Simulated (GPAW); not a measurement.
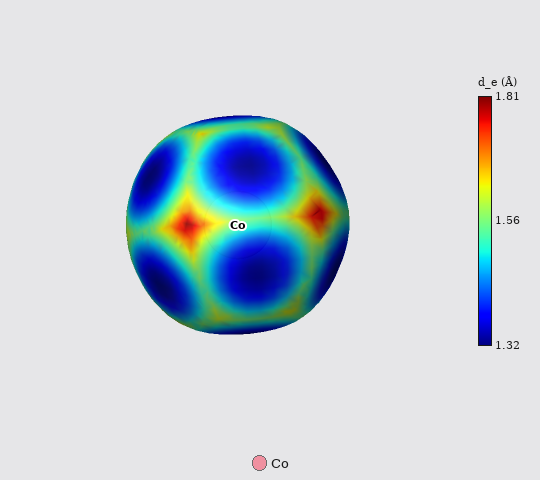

Hirshfeld surface computed for one Co atom in Co in space group P6_3/mmc, coloured by d_e.

The surface is where the fragment's share of the procrystal density (the sum of the densities of spherically averaged neutral Hartree-Fock atoms) equals one half. d_i and d_e are the distances from the surface to the nearest nucleus inside and outside.

The cell is taken from a cell listed in the Materials Project, as set up for an electronic-structure calculation.

```xyz
2
Lattice="2.4720 0.0000 0.0000 -1.2360 2.1408 0.0000 0.0000 0.0000 4.0211" Properties=species:S:1:pos:R:3 pbc="T T T"
Co    1.2360    0.7136    3.0159
Co    0.0000    1.4272    1.0053
```

What is the shortest distance from the fragment to an atom outside it?

Answer. Co–Co, 2.47 Å.

How is the surface shared among contacts (nearest atom inside ··· nearest atom outside)?

Answer. Co···Co 100 %. The surface faces 12 neighbours with more than 2 % of its area each: 12 Co.

Give the size and shape of the surface.

Answer. It encloses about 6.9 Å³, has an area of about 18 Å² and a globularity of 1.00 (1 for a sphere).
